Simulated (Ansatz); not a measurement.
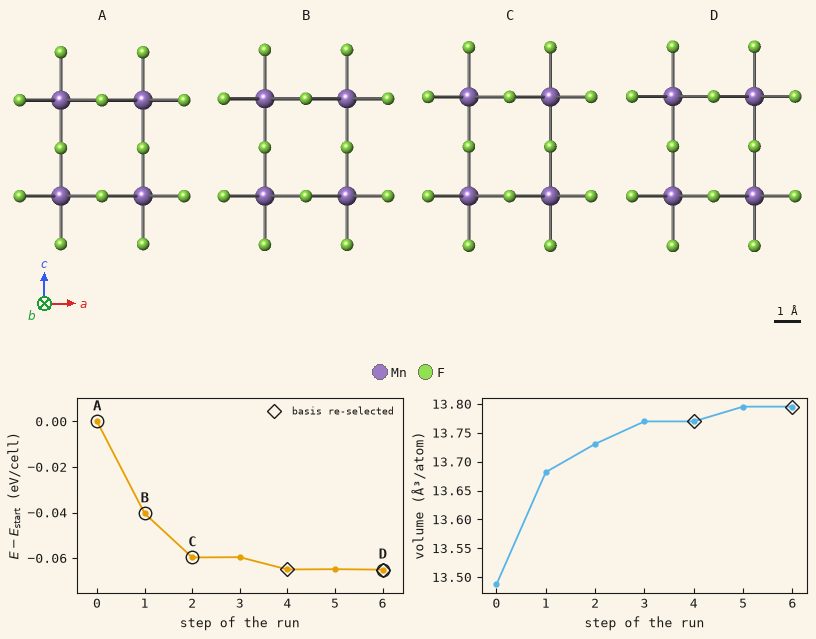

Frames of a relaxation of crystalline MnF$_{2}$ (a generated structure, set up in P4/mmm) (coarse preliminary run), marked on the history of the run. Style: ball-and-stick. Shown: the cell of the calculation, along the b axis.

Method: Ansatz, DFT PBE, scalar-relativistic, plane waves, PAW. Set-up: plane-wave cutoff 420 eV; k-point mesh 6 × 6 × 4; occupations gaussian; smearing width 0.1 eV; collinear spin; cell and atoms relaxed; force threshold 0.04 eV/Å; at most 70 steps.

Describe the path.

No atom moves by more than 0.005 Å relative to the cell. The volume changes by +2.3 %, with a = b 3.260 → 3.236 Å (−0.8 %), c 3.807 → 3.953 Å (+3.8 %). Among the contacts that change: F–Mn 1.903 → 1.976 Å, F–Mn 2.305 → 2.288 Å. The space group stays P4/mmm (No. 123). The energy falls by 65.0 meV per cell of the calculation in 4 accepted moves (6 points after the start). All forces vanish by symmetry, so only the cell relaxes. Pressure: 4.62 GPa at the start and 0.03 GPa at the end. At 2 points the geometry stayed and the basis and grid were re-selected for the new cell (energy shift of 5.4 meV per cell of the calculation at most each time). Cost: 14 s on 1 thread of AMD EPYC 7R43 64-Core Processor (Zen 3) (shared host), peak memory 0.39 GiB. From step 0 to 1: volume +1.4 %, energy −40.4 meV per cell of the calculation. From step 1 to 2: volume +0.4 %, energy −19.3 meV per cell of the calculation. From step 2 to 6: volume +0.5 %, energy −5.4 meV per cell of the calculation.
